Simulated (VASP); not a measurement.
Al2Cu: space group P4/mmm (No. 123), a = 4.105 Å, b = 4.105 Å, c = 2.891 Å, α = 90.00°, β = 90.00°, γ = 90.00°. Origin: a cell listed in the Materials Project, as set up for an electronic-structure calculation. Forms under 0.4 % of the area are left out.

**Estimate the growth shape by the BFDH rule (face distance proportional to 1/d, absences counted).**

The forms computed, by share of the surface:

| form | faces | d (Å) | share of area (%) |
| --- | --- | --- | --- |
| {100} | 4 | 4.105 | 74.0 |
| {001} | 2 | 2.891 | 26.0 |

Widths along a, b and c stand as 1.00 : 1.00 : 1.42.

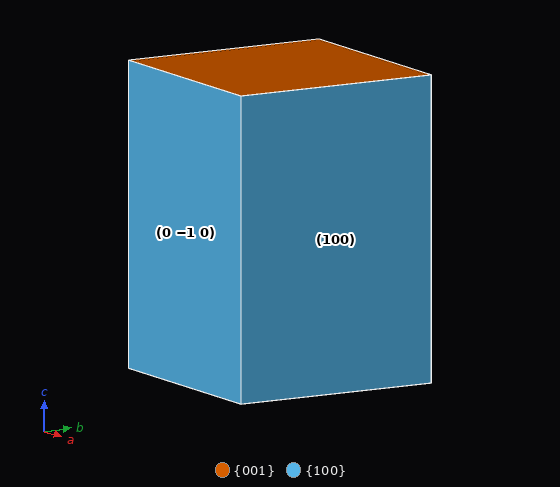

The computed shape, faces indexed. The rule is geometric and ignores bonding and growth conditions.
